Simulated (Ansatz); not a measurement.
```
CELL_PARAMETERS angstrom
3.14165 0.00000 0.00000
-1.57082 2.72075 0.00000
0.00000 0.00000 36.09861
ATOMIC_POSITIONS crystal
Mo 0.66667 0.33333 0.91273
Mo 0.66667 0.33333 0.26134
Mo 0.33333 0.66667 0.73866
Mo 0.33333 0.66667 0.08727
S 0.33333 0.66667 0.95591
S 0.33333 0.66667 0.30450
S 0.66667 0.33333 0.78185
S 0.66667 0.33333 0.13046
S 0.33333 0.66667 0.86954
S 0.33333 0.66667 0.21815
S 0.66667 0.33333 0.69550
S 0.66667 0.33333 0.04409
```

Space group P-3m1; a structure from a database of computed crystals, not necessarily the ambient phase; changed on purpose from its base cell (volume × 1.06, shape and atoms relaxed); computed without spin polarisation.

All numbers below come from DFT PBEsol, scalar-relativistic, plane waves, PAW (Ansatz).

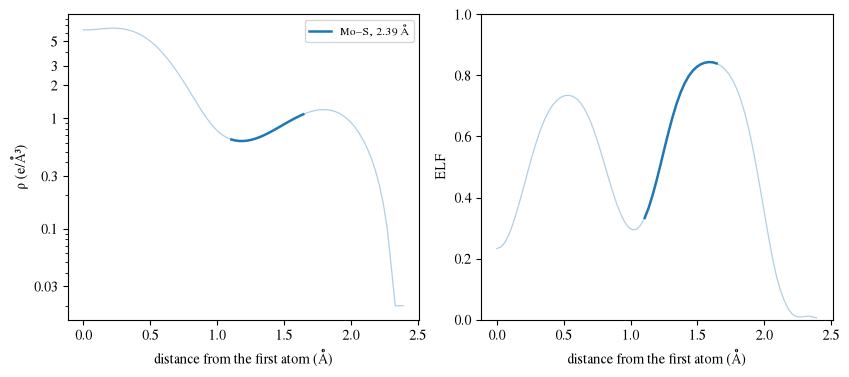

MoS2. Valence electron density and ELF along straight lines between neighbouring atoms. Thin, pale parts lie inside the atomic spheres.

Core electrons are frozen (PAW), and the valence fields are smoothed inside the atomic spheres.

What can be read from the curves?

Mo–S (2.39 Å): ρ at the midpoint is about 0.62 e/Å³; the ELF peaks at about 0.85 in the valence shell of S, 0.8 Å from its nucleus, and is about 0.45 at the midpoint.
